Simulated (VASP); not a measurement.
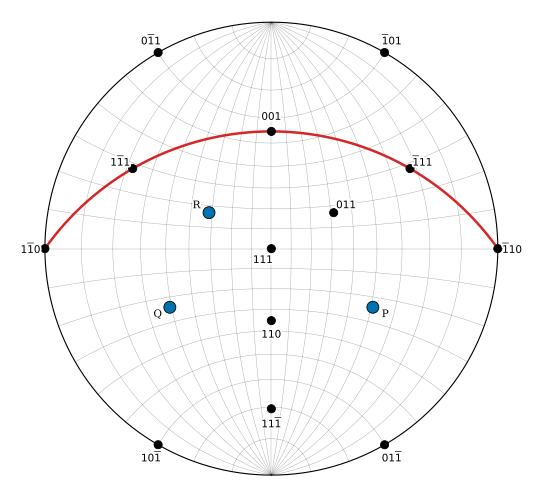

Crystal: GaN, a cell listed in the Materials Project, as set up for an electronic-structure calculation. Stereographic projection of plane normals (upper hemisphere) centred on (1 1 1). Symmetry computed with spglib at a tolerance of 0.002 Å; standard conventional cell.

a = 4.507 Å, b = 4.507 Å, c = 4.507 Å, α = 90.00°, β = 90.00°, γ = 90.00°.

Question: Index the poles marked P, Q, R.

Answer: P is (0 1 0), 54.7° from the centre; Q is (1 0 0), 54.7° from the centre; R is (1 0 1), 35.3° from the centre.

Question: Which zone does the coloured great circle trace?

Answer: The zone [1 1 0]: its poles satisfy h + k = 0.

Question: What is the angle between the normals of (1 −1 0) and (−1 1 1), and what are their d_hkl = 1/|g|?

Answer: 144.7°; d = 3.187 Å and 2.602 Å.
